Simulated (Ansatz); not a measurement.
Geometry relaxation, with input and output: HfN (part 2 of 2)

Continued. System: HfN (2 atoms in the cell). Method: DFT, PBEsol, dispersion d3bjatm, plane waves, PAW, no spin polarisation (Ansatz 0.2.0); cutoff 420 eV, 24×24×24 k-mesh, Gaussian smearing of 0.1 eV. The structure derives from an entry of the Crystallography Open Database.

Geometry of the input (Å; fractional positions):
```
0.0000  2.2590  2.2590
2.2590  0.0000  2.2590
2.2590  2.2590  0.0000
Hf 0.0000  0.0000  0.0000
N  0.5000  0.5000  0.5000
```

**The program's output, continued**
```
relax step   6: F+E_penalty+E_count = -15980.96539522 eV  Δ(F+E_penalty+E_count) = -2.904e-5 eV  max|allowed force component| = 4.076e-30 eV/Å  Δτ_max = 0.0000 Å  P = +0.000 GPa  Ω = 22.448 Å³  energy of the carried Pulay correction = +2.656e-5 eV  (3 SCF iters, dr2 threshold 2.64e-8 eV, accepted)
iter 1 solved again at ethr=8.14e-9 eV; its pass at ethr=3.10e-3 eV (dr2=2.52e-6 eV) is discarded
SCF iter   1: F=—  HF=-15980.965383 eV  |F-HF|=—  |Δ(HF+E_count)|=         —  Δρ=5.81e-6  dr2=6.17e-9  ethr=8.14e-9  ⟨swp⟩=3.6  Hψ=60996  notcnv=0
preconditioner: auto → Kerker (q_TF=auto, 2.879 Å⁻¹)  [metal: Δε(μ)=0.017 eV  Ē_g=19.118 eV  σ=0.100 eV  W_gap=0.10  n_scr=14 (ndim 8)  ℏωp=42.2 eV  f_vac=0.000  D(μ)=0.56/eV (n_scr^D=0)]
SCF iter   2: F=—  HF=-15980.965382 eV  |F-HF|=—  |Δ(HF+E_count)|=   1.52e-6  Δρ=4.21e-6  dr2=3.85e-9  ethr=1.99e-11  ⟨swp⟩=2.3  Hψ=14788  notcnv=0
SCF iter   3: F=—  HF=-15980.965382 eV  |F-HF|=—  |Δ(HF+E_count)|=  3.57e-10  Δρ=1.35e-6  dr2=3.68e-10  ethr=1.24e-11  ⟨swp⟩=2.0  Hψ=12192  notcnv=0
SCF iter   4: F=—  HF=-15980.965382 eV  |F-HF|=—  |Δ(HF+E_count)|=  5.33e-10  Δρ=3.84e-7  dr2=3.36e-11  ethr=1.19e-12  ⟨swp⟩=2.1  Hψ=14369  notcnv=0
SCF iter   5: F=—  HF=-15980.965382 eV  |F-HF|=—  |Δ(HF+E_count)|=  4.73e-11  Δρ=2.64e-7  dr2=1.39e-11  ethr=1.00e-12  ⟨swp⟩=6.1  Hψ=39871  notcnv=0
SCF iter   6: F=-15980.965382 eV  HF=-15980.965382 eV  |F-HF|=3.64e-12  |Δ(HF+E_count)|=    0.00e0  Δρ=1.11e-7  dr2=1.63e-12  ethr=1.00e-12  ⟨swp⟩=5.4  Hψ=36524  notcnv=0
SCF 7 converged in 6 iterations: F = -15980.965382 eV  dr2 = 1.63e-12
relax step   7: F+E_penalty+E_count = -15980.96538169 eV  Δ(F+E_penalty+E_count) = +1.353e-5 eV  max|allowed force component| = 5.391e-30 eV/Å  Δτ_max = 0.0000 Å  P = -0.001 GPa  Ω = 22.448 Å³  stress off target by 1.10e-3 GPa  SCF on the basis re-selected at this cell (its energy is not comparable with the rows above)  (6 SCF iters)
```

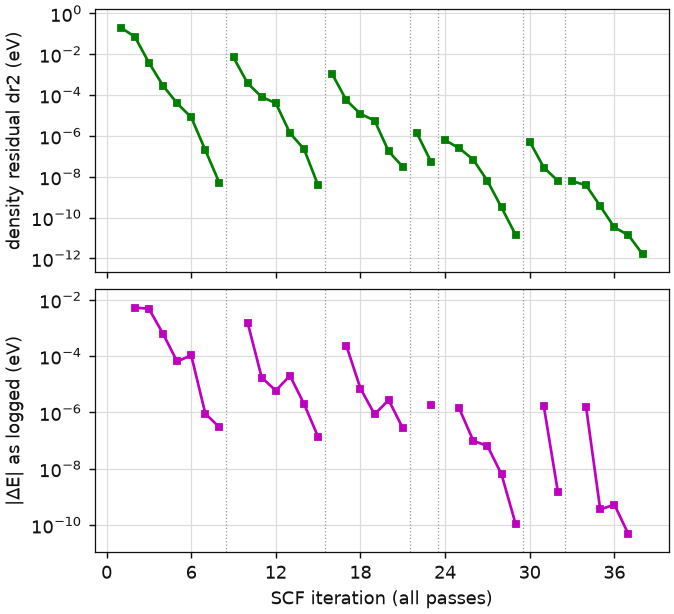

Convergence of the self-consistent field: density residual dr2 and size of the energy change against the SCF iteration. The dotted lines part the SCF passes of the relaxation: geometry steps, rejected trials and re-solves on a re-selected basis. The 7 passes take 2 to 8 iterations each, 38 in all.

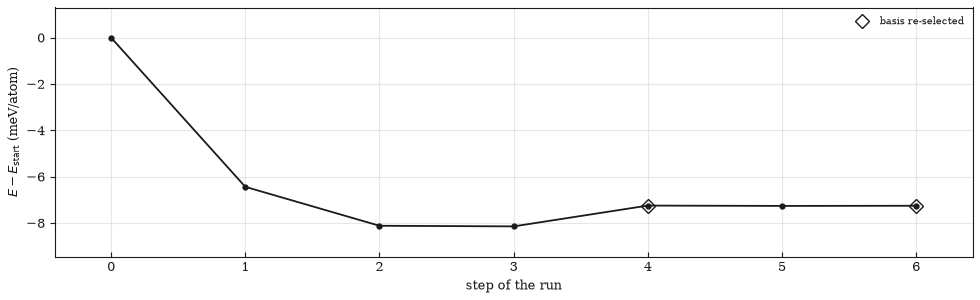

Progress of the relaxation, step by step (the first geometry is step 0 here and step 1 in the log).

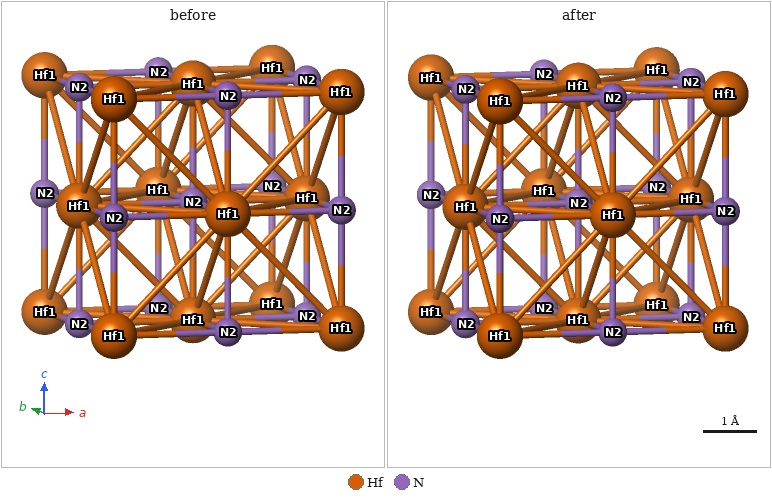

Before (left) and after (right) the relaxation, at one scale (ball-and-stick view of the cell 4 times as large as that of the calculation, set on its symmetry axes, seen slightly off an axis). Over 4 geometry steps the energy falls by 7.3 meV per atom. All forces vanish by symmetry, so only the cell relaxes. The pressure goes from −7.47 to 0.00 GPa. 1 further SCF at an unchanged geometry re-selected the plane-wave basis for the new cell. The atoms keep their places relative to the cell (all moves are under 0.005 Å). The drawn cell changes as follows: a = b = c 4.518 → 4.478 Å (−0.9 %); the volume changes by −2.6 %. Among the contacts that change: Hf1–Hf1 3.195 → 3.166 Å, Hf1–N2 2.259 → 2.239 Å. The space group stays Fm-3m (No. 225). The energy change given includes the shifts at the re-selections in mid-walk, which come without any move. A last SCF at the same geometry on a re-selected plane-wave basis shifts the energy by +0.0 meV per atom. (Atoms are counted from 1 in the order of the input.)

```
basis re-selected at this cell: Δ(F+E_penalty+E_count) = +1.353e-5 eV, ΔP = -0.001 GPa vs the last step (what re-selecting the basis moved, of the pressure what is left beyond the Pulay correction that the steps carried, after the strain that the cell walked since its last selection, with what the two solves' SCF thresholds leave and, on support functions, any second-order correction that the steps lacked; it is no measure of the basis error at this ecutwfc). This SCF's stress stands 1.10e-3 GPa from its target on what of the cell is left free (relax.cell.stress_tol is 5.00e-2 GPa) and its largest allowed force component is 5.39e-30 eV/Å (relax.f_tol is 5.00e-3 eV/Å): within both
SCF converged after 6 iterations
Free energy (F): -15980.965382 eV
Harris-Foulkes:  -15980.965382 eV  (|F-HF|=3.64e-12)
Internal energy: -15980.962580 eV  (E = F + TS)
E sigma→0 (E₀):  -15980.963981 eV
Entropy (-TS):   -0.002802 eV (-1.401 meV/atom)
Fermi energy:    24.360931 eV
--- Per-component energies (eV) ---
  E_band       = 199.669948
  E_kinetic    = 558.720994
  E_local      = -4648.636310  (includes V_loc(G=0)·N_el)
  E_nonlocal   = -1192.381274
  E_hartree    = 2213.449385
  E_xc         = -359.479450
  E_vxc        = -345.136239  (∫ρ·V_xc dr)
  E_paw        = -6930.032057  (= ΣΔE_a)
  E_vpaw       = 1400.203915  (= ΣTr[D̂ρ^β])
  E_aug_tail   = 0.000094  (compensation charges beyond the density's cutoff)
  E_ewald      = -5623.162421
  E_disp       = -0.720732  (pairwise vdW)
  E_core_change = 1.279190  (= ΣΔE_core)
  E_smearing   = -0.002802  (= −TS)
  E_closure    = -0.000000  (closes the sum)
  Σ components = -15980.965382   (vs F -15980.965382, Δ=0.00e0)
--- Forces (eV/Å), atoms counted from 1 ---
  atom   1  Hf     0.00000000     0.00000000    -0.00000000
  atom   2  N      0.00000000    -0.00000000    -0.00000000
  max |Σ_I F_I| component: 1.13e-29 eV/Å
--- Stress (GPa, compression-positive) ---
       -0.001104      -0.000000      -0.000000
       -0.000000      -0.001104       0.000000
        0.000000       0.000000      -0.001104
  P = ⅓ Tr σ = -0.0011 GPa (-0.011 kbar)
--- Band table (eV; the first three rows and the last of 413) ---
  k-point 0: bands = ["-38.2238", "-6.6179", "-6.6179", "-6.6179", "6.7471", "11.8320", "11.8320", "11.8320", "11.8716", "11.9811", "11.9811", "11.9811", "21.4403", "21.4403", "21.4403", "23.9474", "23.9474", "23.9474", "26.3442", "26.3442"]
  k-point 1: bands = ["-38.2226", "-6.6383", "-6.6195", "-6.6195", "6.7896", "11.8323", "11.8336", "11.8336", "11.8725", "11.9797", "11.9797", "11.9812", "21.2390", "21.3186", "21.3186", "24.0135", "24.0135", "24.0142", "26.4919", "26.4919"]
  k-point 2: bands = ["-38.2191", "-6.6976", "-6.6243", "-6.6243", "6.9148", "11.8333", "11.8385", "11.8385", "11.8754", "11.9756", "11.9756", "11.9813", "20.7345", "21.0047", "21.0047", "24.1543", "24.1942", "24.1942", "26.8880", "26.9020"]
  k-point 412: bands = ["-38.1302", "-7.2367", "-7.2367", "-7.0047", "8.4802", "11.8886", "11.9040", "11.9040", "11.9295", "11.9295", "11.9578", "11.9994", "18.1226", "18.8404", "18.8404", "25.5251", "25.5251", "30.1058", "30.1638", "30.7341"]
--- Relaxed structure (5 steps of the walk, 5 accepted, 2 SCFs on fresh bases) ---
  F+E_penalty+E_count = -15980.96538169 eV   max|allowed force component| = 5.391e-30 eV/Å   (the final SCF, on the basis selected at the relaxed cell)
  cell:  # Å, volume = 22.4476 Å³
    - [4.408292960334825e-33, 2.2389603925689294, 2.2389603925689294]
    - [2.2389603925689294, 3.2108805326043615e-33, 2.2389603925689294]
    - [2.2389603925689294, 2.2389603925689294, 7.388289447698604e-34]
  atoms:
    - { symbol: Hf, position: [1.3876279779469064e-36, -1.4986382161834293e-36, -2.4977303603098378e-36] }
    - { symbol: N, position: [0.5, 0.5, 0.5] }
```

**Trajectory as extended XYZ (Å, eV, eV/Å), 7 frames, from step=1 to step=7**
```
2
Lattice="0.0000 2.2590 2.2590 2.2590 0.0000 2.2590 2.2590 2.2590 0.0000" Properties=species:S:1:pos:R:3:forces:R:3 step=1 energy=-15980.95087 pressure_GPa=-7.47
Hf    0.0000    0.0000    0.0000    0.0000   0.0000   0.0000
N     2.2590    2.2590    2.2590    0.0000   0.0000   0.0000
2
Lattice="0.0000 2.2283 2.2283 2.2283 0.0000 2.2283 2.2283 2.2283 0.0000" Properties=species:S:1:pos:R:3:forces:R:3 step=2 energy=-15980.96375 pressure_GPa=4.49
Hf    0.0000    0.0000    0.0000    0.0000   0.0000   0.0000
N     2.2283    2.2283    2.2283    0.0000   0.0000   0.0000
2
Lattice="0.0000 2.2397 2.2397 2.2397 0.0000 2.2397 2.2397 2.2397 0.0000" Properties=species:S:1:pos:R:3:forces:R:3 step=3 energy=-15980.96711 pressure_GPa=-0.18
Hf    0.0000    0.0000    0.0000    0.0000   0.0000   0.0000
N     2.2397    2.2397    2.2397    0.0000   0.0000   0.0000
2
Lattice="0.0000 2.2392 2.2392 2.2392 0.0000 2.2392 2.2392 2.2392 0.0000" Properties=species:S:1:pos:R:3:forces:R:3 step=4 energy=-15980.96716 pressure_GPa=-0.00
Hf    0.0000    0.0000    0.0000    0.0000   0.0000   0.0000
N     2.2392    2.2392    2.2392    0.0000   0.0000   0.0000
2
Lattice="0.0000 2.2392 2.2392 2.2392 0.0000 2.2392 2.2392 2.2392 0.0000" Properties=species:S:1:pos:R:3:forces:R:3 step=5 energy=-15980.96537 pressure_GPa=-0.10
Hf    0.0000    0.0000    0.0000    0.0000   0.0000   0.0000
N     2.2392    2.2392    2.2392    0.0000   0.0000   0.0000
2
Lattice="0.0000 2.2390 2.2390 2.2390 0.0000 2.2390 2.2390 2.2390 0.0000" Properties=species:S:1:pos:R:3:forces:R:3 step=6 energy=-15980.96539 pressure_GPa=0.00
Hf    0.0000    0.0000    0.0000    0.0000   0.0000   0.0000
N     2.2390    2.2390    2.2390    0.0000   0.0000   0.0000
2
Lattice="0.0000 2.2390 2.2390 2.2390 0.0000 2.2390 2.2390 2.2390 0.0000" Properties=species:S:1:pos:R:3:forces:R:3 step=7 energy=-15980.96538 pressure_GPa=-0.00
Hf    0.0000    0.0000    0.0000    0.0000   0.0000   0.0000
N     2.2390    2.2390    2.2390    0.0000   0.0000   0.0000
```

**Key numbers**

- outcome: converged
- space group (tolerance 0.01 Å): Fm-3m (225)
- electrons treated: 31
- free energy: −15980.9654 eV
- Fermi energy: 24.361 eV
- gap on the k-point mesh: none (metallic)
- pressure: 0.00 GPa
- final volume: 22.45 Å³
- largest force (length of the vector) at the end: under 0.001 eV/Å
- final cell: a = 3.166 Å, b = 3.166 Å, c = 3.166 Å, α = 60.00°, β = 60.00°, γ = 60.00°
- wall time: 49 s (CPU time 97 s)
- peak memory: 0.46 GiB

**Remarks**

Settings chosen away from the usual ones: kpoints.mp_grid.grid set to [24, 24, 24] (from [16, 16, 16]); hamiltonian.dispersion set to d3bjatm; scf.initial_density.chi_scale set to 0.1. Spin–orbit coupling is left out, which matters for Hf. The cell holds an odd number of electrons but the run has no spin polarisation, so a band is left half filled.
